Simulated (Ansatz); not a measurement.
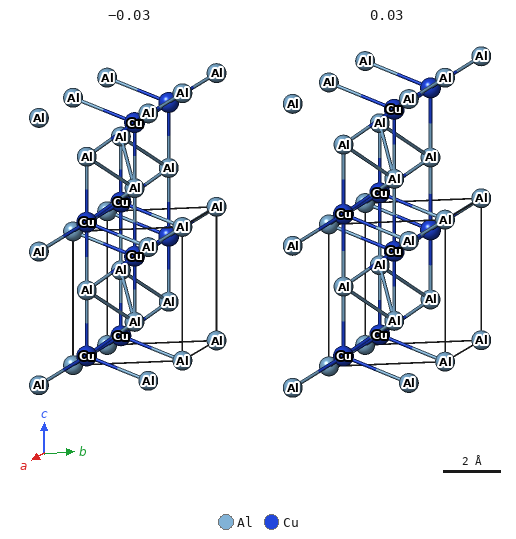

A crystal of Al$_{3}$Cu$_{2}$ (set up in P-3m1), under equal strain along all axes (cell held, atoms relaxed), with energies (extrapolated to zero smearing) counted from the relaxed crystal, which is the row at zero. The picture shows the first and the last member. The picture is a ball-and-stick view of the cell of the calculation, repeated 2 × 1 × 2 with one cell outlined, seen slightly off an axis.

Computed with Ansatz 0.2.0: DFT r2SCAN, scalar-relativistic, plane waves, PAW. (plane-wave cutoff 500 eV; k-point mesh 12 × 12 × 8; occupations gaussian; smearing width 0.1 eV; no spin polarisation; atoms relaxed in a fixed cell; force threshold 0.008 eV/Å)

```tsv
strain	energy (meV/atom)	a (Å)	c (Å)
−0.03	47.90	3.979	4.840
−0.02	20.51	4.020	4.890
−0.01	4.92	4.061	4.940
0.0	0.00	4.102	4.990
0.01	?	?	?
0.02	17.99	4.184	5.090
0.03	38.94	4.225	5.140
```

### Estimate the missing row from the others, and compare with the calculation.

A parabola through three neighbouring rows (0.0, 0.02, 0.03) gives, with Lagrange weights, (0.3333)(0.00) + (1.0000)(17.99) + (−0.3333)(38.94) = 5.01 meV/atom. The calculation gives 4.69 meV/atom (a = 4.143 Å, c = 5.040 Å). The estimate is 0.32 meV/atom too high. From the first member to the last: Al–Al 2.708 → 2.893 Å, Al–Cu 2.421 → 2.576 Å, Al–Cu 2.468 → 2.621 Å.

The whole series:

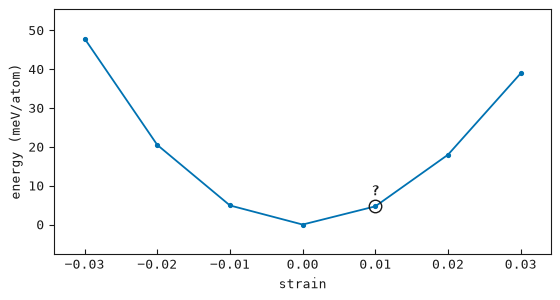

Each member starts from this one structure; whether another phase lies lower wasn't checked.
